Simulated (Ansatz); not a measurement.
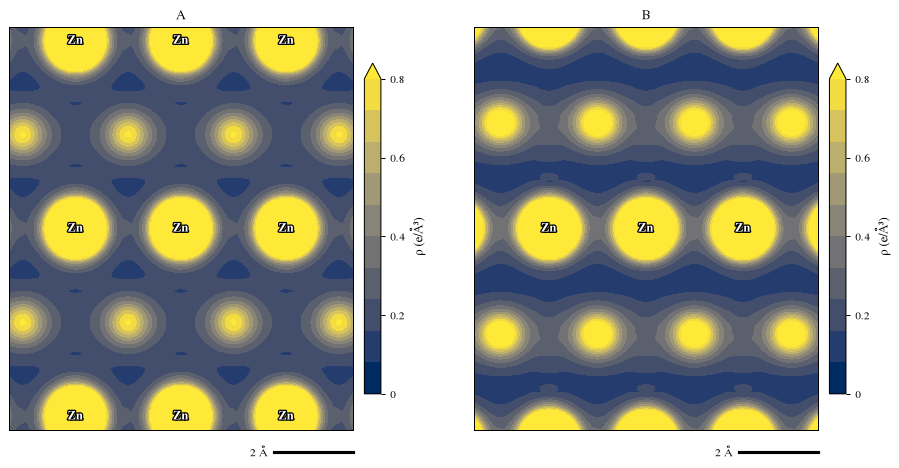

Zn. The valence pseudo-density of two cells that differ in size and shape, on the (010) plane of each (indices in the axes of the calculation cell), at one length scale and on one colour scale: A has 14.6 Å³ an atom and B 13.9.

Space group P6₃/mmc.

The calculation used DFT PBE, scalar-relativistic, plane waves, PAW in Ansatz 0.2.0.

Core electrons are frozen (PAW), and the valence fields are smoothed inside the atomic spheres.

The larger cell:

```
Zn
1.0
     2.66480    0.00000    0.00000
    -1.33240    2.30778    0.00000
     0.00000    0.00000    4.74883
Zn
2
Direct
  0.33333 0.66667 0.25000
  0.66667 0.33333 0.75000
```

The smaller cell: a = 2.452 Å, b = 2.452 Å, c = 5.342 Å, α = 90.00°, β = 90.00°, γ = 120.00°.

Q: What does the compression do to the bonding and the properties?

A: From the larger cell to the smaller, Zn–Zn goes from 2.66 to 2.45 Å, and the density at its midpoint from 0.25 to 0.36 e/Å³; the pressure goes from 2.2 to 16 GPa.
